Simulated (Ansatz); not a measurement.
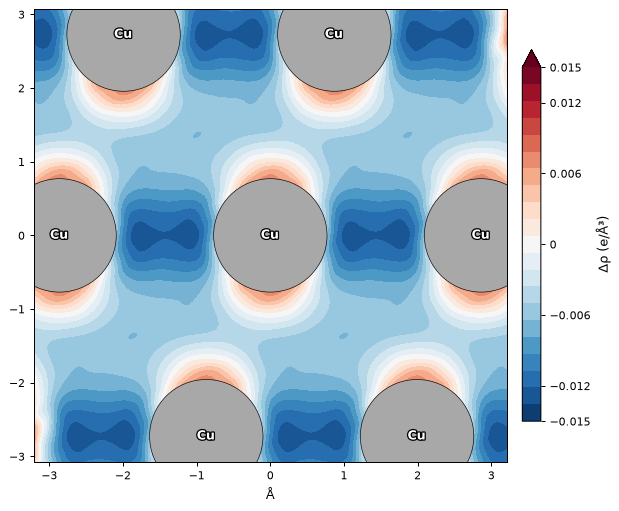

CuO. Difference of the valence pseudo-densities of two functionals at the same geometry, on the (001) plane of the calculation cell: BLYP less SVWN5.

Both computed with Ansatz (plane waves, PAW), on the same k-point mesh. Grey discs cover the atomic cores.

Question: Where does the change of functional move the electrons?

Answer: Against SVWN5, BLYP gives less density around Cu (−0.006 e/Å³ on average at 1.0 Å from the nucleus) and less density in the space between the atoms (−0.006 e/Å³ on average).
